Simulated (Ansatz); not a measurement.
System: SrO (space group Fm-3m).

Computed with Ansatz 0.2.0 development build: equation of state of a cubic crystal from periodic Kohn-Sham density functional theory without spin, third-order Birch-Murnaghan fit to the free energies; pressure corrected for the finite basis.

- structure type: rock salt
- atoms in cell: 2
- space group number: 225
- lattice centring: face-centred primitive
- occupation method: Fermi–Dirac
- datasets: soft-1 PAW
- density tolerance: 1e−07 eV
- bands: 12
- density cutoff ratio: 4
- search for lower states: default

Settings that differ: HSE06: wave cutoff 420 eV, k mesh 4×4×4, exchange singularity Wigner-Seitz, occupation width 0.05 eV; r2SCAN: wave cutoff 500 eV, k mesh 11×11×11, occupation width 0.1 eV; PBE: wave cutoff 420 eV, k mesh 36×36×36, occupation width 0.0612 eV.

Predict the energy above the lowest point against volume, with one curve for each functional. The cases: HSE06; r2SCAN; PBE.

The fitted equilibrium volumes, smallest first, are HSE06 17.11, r2SCAN 17.18, PBE 17.53 Å³/atom. The fitted bulk moduli, smallest first, are PBE 84.6, HSE06 92.3, r2SCAN 93.5 GPa.

HSE06:
| volume (Å³/atom) | energy above the lowest point (meV/atom) |
| --- | --- |
| 16.17 | 16.4 |
| 16.70 | 2.9 |
| 17.22 | 0.0 |
| 17.75 | 6.3 |
| 18.28 | 20.2 |

r2SCAN:
| volume (Å³/atom) | energy above the lowest point (meV/atom) |
| --- | --- |
| 16.13 | 21.0 |
| 16.65 | 4.9 |
| 17.18 | 0.0 |
| 17.70 | 4.5 |
| 18.23 | 16.9 |

PBE:
| volume (Å³/atom) | energy above the lowest point (meV/atom) |
| --- | --- |
| 16.48 | 18.6 |
| 16.83 | 8.0 |
| 17.18 | 1.9 |
| 17.53 | 0.0 |
| 17.88 | 1.8 |
| 18.23 | 6.9 |
| 18.58 | 15.0 |

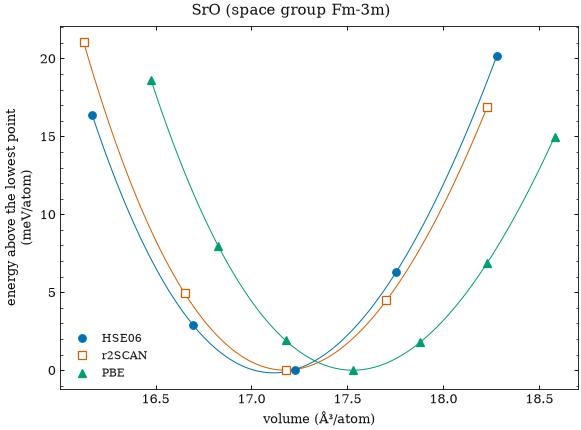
